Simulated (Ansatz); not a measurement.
## Electronic structure of TiN (slab) in real space

```yaml
crystal:
  lattice:
    - [2.99283, 0.00000, 0.00000]
    - [0.00000, 2.99283, 0.00000]
    - [0.00000, 0.00000, 27.69749]
  atoms:
    - { symbol: Ti, position: [0.50000, 0.50000, 0.27514] }
    - { symbol: N, position: [0.00000, 0.00000, 0.26920] }
    - { symbol: Ti, position: [0.00000, 0.00000, 0.34788] }
    - { symbol: N, position: [0.50000, 0.50000, 0.34687] }
    - { symbol: Ti, position: [0.50000, 0.50000, 0.42323] }
    - { symbol: N, position: [0.00000, 0.00000, 0.42392] }
    - { symbol: Ti, position: [0.00000, 0.00000, 0.50000] }
    - { symbol: N, position: [0.50000, 0.50000, 0.50000] }
    - { symbol: Ti, position: [0.50000, 0.50000, 0.57677] }
    - { symbol: N, position: [0.00000, 0.00000, 0.57608] }
    - { symbol: Ti, position: [0.00000, 0.00000, 0.65212] }
    - { symbol: N, position: [0.50000, 0.50000, 0.65313] }
    - { symbol: Ti, position: [0.50000, 0.50000, 0.72486] }
    - { symbol: N, position: [0.00000, 0.00000, 0.73080] }
```

Computed without spin polarisation.

Computed with DFT r2SCAN, scalar-relativistic, plane waves, PAW (Ansatz 0.2.0).

The density is the valence pseudo-density of a PAW calculation; it isn't the true density close to the nuclei.

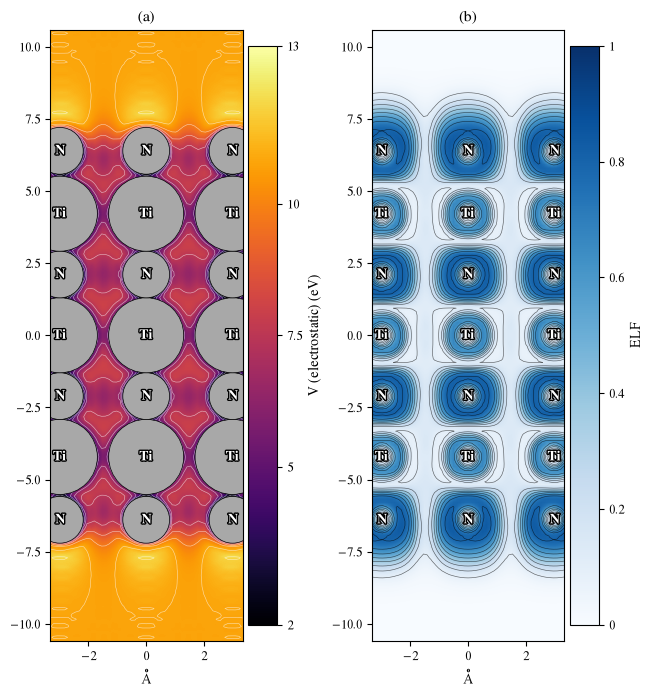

Figure 1. (a) electrostatic potential (local pseudopotential plus Hartree) felt by an electron; (b) ELF on the (100) plane of the calculation cell, a cut from vacuum to vacuum. Grey discs cover the atomic cores in the potential map.

Describe what can be read from this map.

The section cuts through N and Ti sites.
Ti–N (2.11 Å): the ELF peaks at about 0.80 in the valence shell of N, 0.6 Å from its nucleus, and is about 0.20 at the midpoint (no localised pair shows between them).
Ti–N (2.18 Å): the ELF peaks at about 0.80 in the valence shell of N, 0.7 Å from its nucleus, and is about 0.20 at the midpoint: no localised pair shows between them.
Ti–Ti (2.99 Å): the ELF is about 0.10 at the midpoint; no shared electron pair shows on this line.
The features right at Ti lie inside the PAW spheres, where the map follows smoothed inner orbitals and isn't to be read closely.

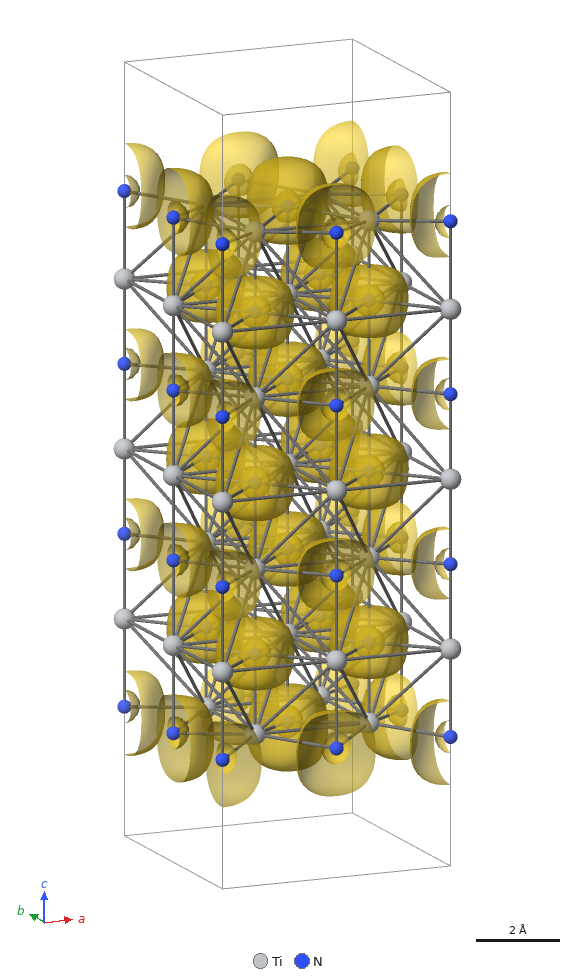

Figure 2. Isosurface of the ELF at 0.6 (yellow), seen slightly off an axis. Only the valence region is drawn (cores and ρ < 0.01 e/Å³ removed). Sticks mark near contacts.

Where are the electrons localised?

The surface consists of seven regions wrapped around N (the valence shell of each), counted in one cell of 14 atoms. Counts are for one cell; the picture repeats the cell along the surface. Profiles from the grid: Ti–N (1.99 Å): the ELF peaks at about 0.80 in the valence shell of N, 0.6 Å from its nucleus, and is about 0.25 at the midpoint (no shared electron pair shows on this line). Ti–Ti (2.92 Å): the ELF is about 0.15 at the midpoint: no localised pair shows between them.

Does the calculation make it a metal, or give it a gap?

It is gapless in this calculation (a metal or semimetal).
